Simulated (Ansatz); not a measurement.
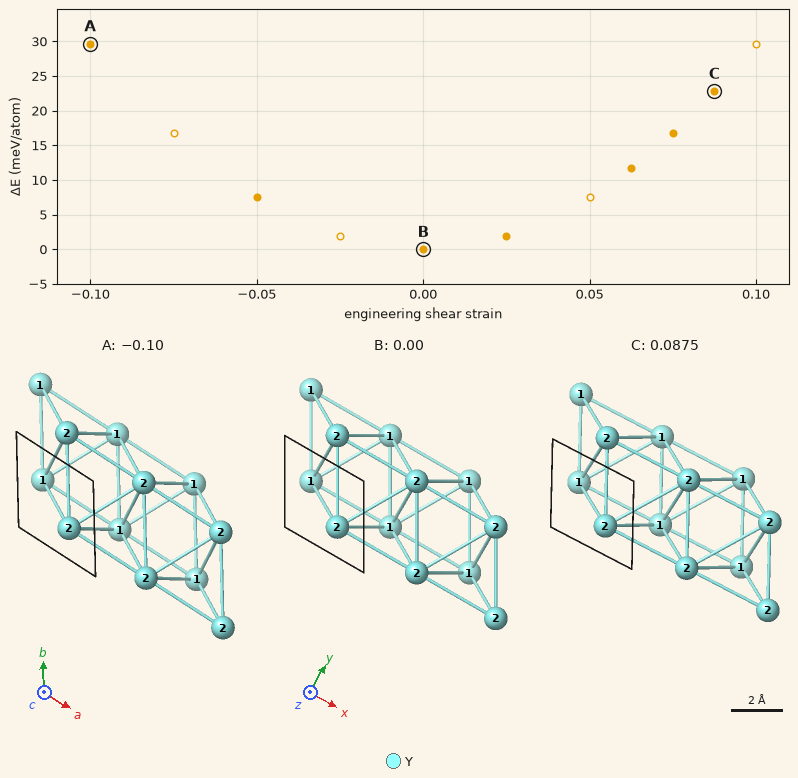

Energy scan for solid Y (P6_3/mmc), in which the cell is strained in shear in the xy plane, with the atoms kept at their fractional coordinates. x, y and z are the Cartesian axes of the input. The lettered frames are marked on the plot. Hollow markers are points alike by symmetry, not computed again. Style: ball-and-stick. Shown: the cell of the calculation, repeated 3 × 2 × 1 with one cell outlined, along the c axis.

Theory: DFT PBEsol, scalar-relativistic, plane waves, PAW (Ansatz 0.2.0). (plane-wave cutoff 420 eV; k-point mesh 18 × 18 × 12; occupations gaussian; smearing width 0.15 eV; no spin polarisation). Energies (free energies at the smearing named) are counted from the relaxed crystal.

### What does the scan show?

Of the computed points the lowest is at the strain 0.00, 0.0 meV/atom. At the ends of the scan the energy is 29.7 meV/atom (−0.10) and 29.7 meV/atom (0.10). The distortion takes the space group from P6_3/mmc to P2_1/m. At the strain −0.10 the cell of the drawing goes a 3.598 → 3.602 Å, b 3.598 → 3.754 Å, γ 120.0° → 124.2°.
